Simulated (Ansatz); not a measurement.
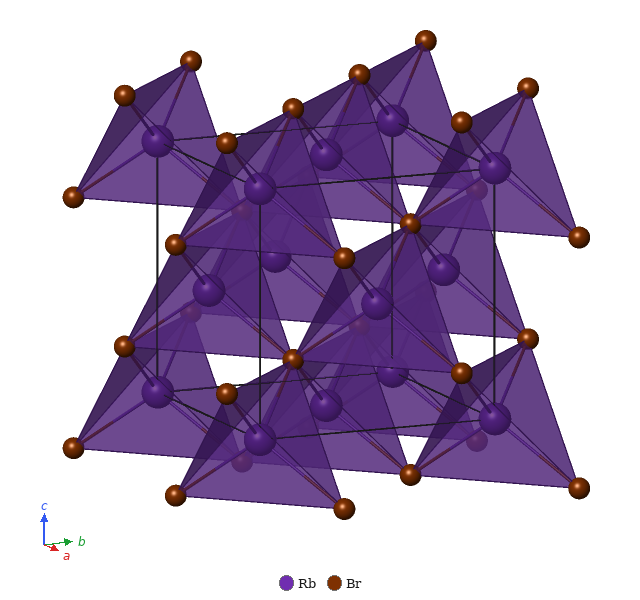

Crystal structure, polyhedral style, seen slightly off an axis. One conventional unit cell is framed, with atoms on its boundary repeated. Some neighbours outside the box are added.

RbBr, zinc blende (sphalerite type), space group F-43m (No. 216), a = 8.049 Å, b = 8.049 Å, c = 8.049 Å, α = 90.00°, β = 90.00°, γ = 90.00°. The structure was taken from a structure type filled with these elements by a generator (whether the compound takes this form wasn't checked). The cell was then strained or its atoms displaced on purpose. Ansatz was used for an electronic-structure calculation on it.

This one geometry was computed with Ansatz (DFT, plane waves, PAW) at three levels of theory: r2SCAN, HSE06 and PBE. It was relaxed with r2SCAN and then strained.

**How does the band gap change with the level of theory?**

PBE: a gap of 3.91 eV, indirect; r2SCAN: a gap of 4.52 eV, indirect; HSE06: a gap of 4.99 eV, indirect.

**Collect the results in a table.**

| level | cutoff (eV) | k-mesh of the run's cell | gap (eV) | pressure (GPa) |
| --- | --- | --- | --- | --- |
| r2SCAN | 500 | 6×6×6 | 4.52 | -0.8 |
| HSE06 | 420 | 4×4×4 | 4.99 | -0.7 |
| PBE | 420 | 6×6×6 | 3.91 | -0.6 |

Gaps are taken on the k-mesh or band path of each run.
